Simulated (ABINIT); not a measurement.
**Sb: geometry relaxation (part 1 of 5)**

Sb (R-3m, 2 atoms in the cell), computed with Kohn-Sham DFT of a periodic cell, PBEsol, JTH PAW PBE v2.0, no spin polarisation (ABINIT 10.8.3).

The structure derives from an entry of the Crystallography Open Database.

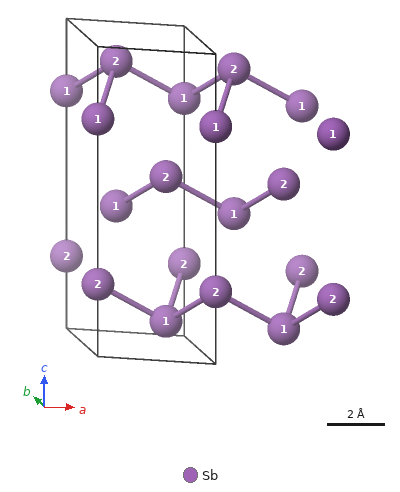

The input geometry (ball-and-stick view of the cell 3 times as large as that of the calculation, set on its symmetry axes, repeated 2 × 1 × 1, seen slightly off an axis; atoms are numbered from 1 in the order of the input). An atom can appear more than once, as a periodic image. Near neighbours in the periodic cell (some may lie outside the picture): Sb has 3 Sb at 2.91 Å.

**Key numbers**

```tsv
quantity	value
outcome	converged
space group (tolerance 0.01 Å)	R-3m (166)
electrons treated	30
free energy	−4496.0730 eV
gap on the k-point mesh	none (metallic)
pressure	0.00 GPa
final volume	60.36 Å³
largest force (length of the vector) at the end	0.001 eV/Å
final cell	a = 4.492 Å, b = 4.492 Å, c = 4.492 Å, α = 57.47°, β = 57.47°, γ = 57.47°
hardware	1 thread of Arm Neoverse V1, 112 GiB of memory available, shared host
wall time	6.5 min
peak memory	0.14 GiB
```

**Input file**
```
# Pseudopotentials
pp_dirpath "./"
pseudos "Sb.GGA_PBE-JTH.xml"

# Structure
acell 3*1.0 Angstrom
rprim
     2.1542000000     1.2437279499     3.7580000000
    -2.1542000000     1.2437279499     3.7580000000
     0.0000000000    -2.4874558998     3.7580000000
ntypat 1
znucl 51
natom 2
typat 1 1
chkprim 0
chksymtnons 0
tolsym 1.0e-6
xred
   0.7665100000   0.7665100000   0.7665100000
   0.2334900000   0.2334900000   0.2334900000

# Plane-wave basis
ecut 435.382180 eV
pawecutdg 32.0
pawxcdev 0
ecutsm 0.5

# k points
kptopt 1
ngkpt 6 6 6
nshiftk 1
shiftk 0.0 0.0 0.0

# Exchange and correlation
ixc -116133

# Bands and occupations
nband 19
occopt 3
tsmear 0.05 eV

# SCF cycle
nstep 80
tolvrs 1.0e-10

# Output
iomode 3
prteig 0
prtebands 0
prtwf 0
prtden 0

# Relaxation
ionmov 2
optcell 2
ntime 50
tolmxf 2.0e-5
dilatmx 1.08
```

Launch command:
```bash
abinit run.abi > log 2>&1
```

**Output**
```
.Version 10.8.3 of ABINIT
 Symmetries : space group R-3 m (#166); Bravais hR (rhombohedral)
================================================================================
 Values of the parameters that define the memory need of the present run
     intxc =       0    ionmov =       2      iscf =      17    lmnmax =      18
     lnmax =       6     mgfft =      36  mpssoang =       3    mqgrid =    3001
     natom =       2  nloc_mem =       2    nspden =       1   nspinor =       1
    nsppol =       1      nsym =      12    n1xccc =       1    ntypat =       1
    occopt =       3   xclevel =       2
       mpw =        1580          nfft =       46656          nkpt =          32
 PAW method is used; the additional fine FFT grid is defined by:
   mgfftf=        48    nfftf =    110592
================================================================================
================================================================================

--------------------------------------------------------------------------------
------------- Echo of variables that govern the present computation ------------
--------------------------------------------------------------------------------
 -outvars: echo values of preprocessed input variables --------
            acell      1.8897261259E+00  1.8897261259E+00  1.8897261259E+00 Bohr
              amu      1.21753000E+02
          chkprim           0
      chksymtnons           0
          dilatmx      1.08000000E+00
             ecut      1.60000000E+01 Hartree
           ecutsm      5.00000000E-01 Hartree
           ionmov           2
              ixc     -116133
         kptrlatt        6    0    0      0    6    0      0    0    6
          kptrlen      4.88501762E+01
            natom           2
            nband          19
            ngfft          36      36      36
          ngfftdg          48      48      48
             nkpt          32
            nstep          80
             nsym          12
            ntime          50
           ntypat           1
           occopt           3
          optcell           2
        pawecutdg      3.20000000E+01 Hartree
         pawxcdev           0
           prtden           0
        prtebands           0
           prteig           0
            prtwf           0
            rprim      2.1542000000E+00  1.2437279499E+00  3.7580000000E+00
                      -2.1542000000E+00  1.2437279499E+00  3.7580000000E+00
                       0.0000000000E+00 -2.4874558998E+00  3.7580000000E+00
          spgroup         166
           tolmxf      2.00000000E-05
           tolsym      1.00000000E-06
           tolvrs      1.00000000E-10
           tsmear      1.83746611E-03 Hartree
            typat      1  1
           useylm           1
           xangst      6.5944698456E-17 -2.8312531642E-17  8.6416337400E+00
                      -7.1942261302E-18 -4.0728238676E-17  2.6323662600E+00
            xcart      1.2461741954E-16 -5.3502930734E-17  1.6330321049E+01
                      -1.3595117074E-17 -7.6965216688E-17  4.9744512945E+00
             xred      7.6651000000E-01  7.6651000000E-01  7.6651000000E-01
                       2.3349000000E-01  2.3349000000E-01  2.3349000000E-01
            znucl       51.00000

================================================================================

 chkinp: Checking input parameters for consistency.

================================================================================
== DATASET  1 ==================================================================

--- !DatasetInfo
iteration_state: {dtset: 1, }
dimensions: {natom: 2, nkpt: 32, mband: 19, nsppol: 1, nspinor: 1, nspden: 1, mpw: 1580, }
cutoff_energies: {ecut:  16.0, pawecutdg:  32.0, }
electrons: {nelect:   3.00000000E+01, charge:   0.00000000E+00, occopt:   3.00000000E+00, tsmear:   1.83746611E-03, }
meta: {optdriver: 0, ionmov: 2, optcell: 2, iscf: 17, paral_kgb: 0, }
...

 Real(R)+Recip(G) space primitive vectors, cartesian coordinates (Bohr,Bohr^-1):
 R(1)=  4.0708480  2.3503052  7.1015908  G(1)=  0.1228245  0.0709128  0.0469378
 R(2)= -4.0708480  2.3503052  7.1015908  G(2)= -0.1228245  0.0709128  0.0469378
 R(3)=  0.0000000 -4.7006104  7.1015908  G(3)=  0.0000000 -0.1418256  0.0469378
 Unit cell volume ucvol=  4.0767684E+02 bohr^3
 Angles (23,13,12)=  5.71101732E+01  5.71101732E+01  5.71101732E+01 degrees

 Coarse grid specifications (used for wave-functions):

 getcut: wavevector=  0.0000  0.0000  0.0000  ngfft=  36  36  36
         ecut(hartree)=     18.662   => boxcut(ratio)=   2.17406

 Fine grid specifications (used for densities):

 getcut: wavevector=  0.0000  0.0000  0.0000  ngfft=  48  48  48
         ecut(hartree)=     37.325   => boxcut(ratio)=   2.04939

--- Pseudopotential description ------------------------------------------------
- pspini: atom type   1  psp file is ./Sb.GGA_PBE-JTH.xml
 Pseudopotential format is: paw10
 basis_size (lnmax)=  6 (lmn_size= 18), orbitals=   0   0   1   1   2   2
 Spheres core radius: rc_sph= 2.40089151
 Shapefunction is BESSEL type: shapef(r,l)=aa(1,l)*jl(q(1,l)*r)+aa(2,l)*jl(q(2,l)*r)
 Radius for shape functions =  2.00542650
 Compensation charge density is not taken into account in XC energy/potential

   1.53505782E+03                                ecore*ucvol(ha*bohr**3)
--------------------------------------------------------------------------------

================================================================================

=== [ionmov= 2] Broyden-Fletcher-Goldfarb-Shanno method (forces)
================================================================================

--- Iteration: ( 1/50) Internal Cycle: (1/1)
--------------------------------------------------------------------------------

---SELF-CONSISTENT-FIELD CONVERGENCE--------------------------------------------

--- !BeginCycle
iteration_state: {dtset: 1, itime: 1, icycle: 1, }
solver: {iscf: 17, nstep: 80, nline: 4, wfoptalg: 10, }
tolerances: {tolvrs: 1.00E-10, }
...

     iter   Etot(hartree)      deltaE(h)  residm     nres2
 ETOT  1  -164.23579877215    -1.642E+02 1.422E+01 8.487E-01
 ETOT  2  -165.22830317273    -9.925E-01 2.585E-02 4.318E-01
 ETOT  3  -165.22803831207     2.649E-04 1.919E-02 1.432E-01
 ETOT  4  -165.22761382857     4.245E-04 9.922E-04 2.477E-03
 ETOT  5  -165.22761829324    -4.465E-06 2.250E-04 4.994E-04
 ETOT  6  -165.22762013799    -1.845E-06 6.708E-04 3.936E-05
 ETOT  7  -165.22762008802     4.997E-08 1.704E-05 5.042E-06
 ETOT  8  -165.22762010170    -1.368E-08 1.099E-04 1.033E-06
 ETOT  9  -165.22762010006     1.639E-09 4.299E-06 1.278E-07
 ETOT 10  -165.22762009972     3.399E-10 1.944E-05 3.038E-09
 ETOT 11  -165.22762009975    -3.462E-11 2.144E-06 2.603E-09
 ETOT 12  -165.22762009975     5.116E-12 3.293E-06 5.793E-10
 ETOT 13  -165.22762009975     6.253E-13 1.101E-06 1.630E-11

 At SCF step   13       nres2   =  1.63E-11 < tolvrs=  1.00E-10 =>converged.

 Cartesian components of stress tensor (hartree/bohr^3)
  sigma(1 1)= -7.03224956E-06  sigma(3 2)=  0.00000000E+00
  sigma(2 2)= -7.03224974E-06  sigma(3 1)=  0.00000000E+00
  sigma(3 3)=  2.47599762E-06  sigma(2 1)=  0.00000000E+00

--- !ResultsGS
iteration_state: {dtset: 1, itime: 1, icycle: 1, }
comment   : Summary of ground state results
lattice_vectors:
- [  4.0708480,   2.3503052,   7.1015908, ]
- [ -4.0708480,   2.3503052,   7.1015908, ]
- [  0.0000000,  -4.7006104,   7.1015908, ]
lattice_lengths: [   8.51636,    8.51636,    8.51636, ]
lattice_angles: [ 57.110,  57.110,  57.110, ] # degrees, (23, 13, 12)
lattice_volume:   4.0767684E+02
convergence: {deltae:  6.253E-13, res2:  1.630E-11, residm:  1.101E-06, diffor: null, }
etotal    :  -1.65227620E+02
entropy   :   0.00000000E+00
fermie    :   2.49281395E-01
cartesian_stress_tensor: # hartree/bohr^3
- [ -7.03224956E-06,   0.00000000E+00,   0.00000000E+00, ]
- [  0.00000000E+00,  -7.03224974E-06,   0.00000000E+00, ]
- [  0.00000000E+00,   0.00000000E+00,   2.47599762E-06, ]
pressure_GPa:   1.1365E-01
xred      :
- [  7.6651E-01,   7.6651E-01,   7.6651E-01, Sb]
- [  2.3349E-01,   2.3349E-01,   2.3349E-01, Sb]
cartesian_forces: # hartree/bohr
- [  1.85357656E-19,   5.68822284E-20,  -5.37020229E-04, ]
- [ -1.85357656E-19,  -5.68822284E-20,   5.37020229E-04, ]
force_length_stats: {min:   5.37020229E-04, max:   5.37020229E-04, mean:   5.37020229E-04, }
...

 Integrated electronic density in atomic spheres:
 ------------------------------------------------
 Atom  Sphere_radius  Integrated_density
    1        2.40089         12.42842289
    2        2.40089         12.42842289

---OUTPUT-----------------------------------------------------------------------

 Cartesian coordinates (xcart) [bohr]
  1.24617419536534E-16 -5.35029307336815E-17  1.63303210490042E+01
 -1.35951170740184E-17 -7.69652166879856E-17  4.97445129448016E+00
 Reduced coordinates (xred)
  7.66510000000000E-01  7.66510000000000E-01  7.66510000000000E-01
  2.33490000000000E-01  2.33490000000000E-01  2.33490000000000E-01
 Cartesian forces (fcart) [Ha/bohr]; max,rms= 5.37020E-04 3.10049E-04 (free atoms)
  1.85357655884982E-19  5.68822284012127E-20 -5.37020228877588E-04
 -1.85357655884982E-19 -5.68822284012127E-20  5.37020228877588E-04
 Gradient of E wrt nuclear positions in reduced coordinates (gred)
  3.81369790669429E-03  3.81369790669429E-03  3.81369790669429E-03
 -3.81369790669429E-03 -3.81369790669429E-03 -3.81369790669429E-03
 Scale of Primitive Cell (acell) [bohr]
  1.88972612590778E+00  1.88972612590778E+00  1.88972612590778E+00
 Real space primitive translations (rprimd) [bohr]
  4.07084802043054E+00  2.35030520044776E+00  7.10159078116145E+00
 -4.07084802043054E+00  2.35030520044776E+00  7.10159078116145E+00
  0.00000000000000E+00 -4.70061040089551E+00  7.10159078116145E+00
 Unitary Cell Volume (ucvol) [Bohr^3]=  4.07676843653082E+02
 Angles (23,13,12)= [degrees]
  5.71101731731838E+01  5.71101731731838E+01  5.71101731728105E+01
 Lengths [Bohr]
  8.51635660149176E+00  8.51635660149176E+00  8.51635660151008E+00
 Stress tensor in cartesian coordinates (strten) [Ha/bohr^3]
 -7.03224956274257E-06  0.00000000000000E+00  0.00000000000000E+00
  0.00000000000000E+00 -7.03224973650808E-06  0.00000000000000E+00
  0.00000000000000E+00  0.00000000000000E+00  2.47599761712437E-06
 Total energy (etotal) [Ha]= -1.65227620099745E+02

--- Iteration: ( 2/50) Internal Cycle: (1/1)
--------------------------------------------------------------------------------

---SELF-CONSISTENT-FIELD CONVERGENCE--------------------------------------------

--- !BeginCycle
iteration_state: {dtset: 1, itime: 2, icycle: 1, }
solver: {iscf: 17, nstep: 80, nline: 4, wfoptalg: 10, }
tolerances: {tolvrs: 1.00E-10, }
...

     iter   Etot(hartree)      deltaE(h)  residm     nres2
 ETOT  1  -165.22762404467    -1.652E+02 7.302E-06 4.701E-04
 ETOT  2  -165.22762210198     1.943E-06 7.990E-07 4.289E-05
 ETOT  3  -165.22762184957     2.524E-07 2.844E-08 4.825E-06
 ETOT  4  -165.22762182521     2.437E-08 1.284E-07 4.548E-07
 ETOT  5  -165.22762182645    -1.239E-09 1.508E-08 1.283E-07
 ETOT  6  -165.22762182666    -2.098E-10 2.958E-08 1.114E-08
 ETOT  7  -165.22762182662     3.075E-11 7.357E-09 2.231E-09
 ETOT  8  -165.22762182663    -7.503E-12 1.298E-08 1.266E-09
 ETOT  9  -165.22762182663     2.956E-12 3.419E-09 8.022E-11

 At SCF step    9       nres2   =  8.02E-11 < tolvrs=  1.00E-10 =>converged.

 Cartesian components of stress tensor (hartree/bohr^3)
  sigma(1 1)= -5.88576820E-06  sigma(3 2)=  0.00000000E+00
  sigma(2 2)= -5.88576838E-06  sigma(3 1)=  0.00000000E+00
  sigma(3 3)=  3.20457562E-06  sigma(2 1)=  0.00000000E+00

--- !ResultsGS
iteration_state: {dtset: 1, itime: 2, icycle: 1, }
comment   : Summary of ground state results
lattice_vectors:
- [  4.0717068,   2.3508010,   7.1010633, ]
- [ -4.0717068,   2.3508010,   7.1010633, ]
- [  0.0000000,  -4.7016021,   7.1010633, ]
lattice_lengths: [   8.51646,    8.51646,    8.51646, ]
lattice_angles: [ 57.123,  57.123,  57.123, ] # degrees, (23, 13, 12)
lattice_volume:   4.0781858E+02
convergence: {deltae:  2.956E-12, res2:  8.022E-11, residm:  3.419E-09, diffor: null, }
etotal    :  -1.65227622E+02
entropy   :   0.00000000E+00
fermie    :   2.49081087E-01
cartesian_stress_tensor: # hartree/bohr^3
- [ -5.88576820E-06,   0.00000000E+00,   0.00000000E+00, ]
- [  0.00000000E+00,  -5.88576838E-06,   0.00000000E+00, ]
- [  0.00000000E+00,   0.00000000E+00,   3.20457562E-06, ]
pressure_GPa:   8.4016E-02
xred      :
- [  7.6648E-01,   7.6648E-01,   7.6648E-01, Sb]
- [  2.3352E-01,   2.3352E-01,   2.3352E-01, Sb]
cartesian_forces: # hartree/bohr
- [  7.78926497E-20,   1.90262829E-19,  -4.48744051E-04, ]
- [ -7.78926497E-20,  -1.90262829E-19,   4.48744051E-04, ]
force_length_stats: {min:   4.48744051E-04, max:   4.48744051E-04, mean:   4.48744051E-04, }
...

 Integrated electronic density in atomic spheres:
 ------------------------------------------------
 Atom  Sphere_radius  Integrated_density
    1        2.40089         12.42651838
    2        2.40089         12.42651838

---OUTPUT-----------------------------------------------------------------------
```
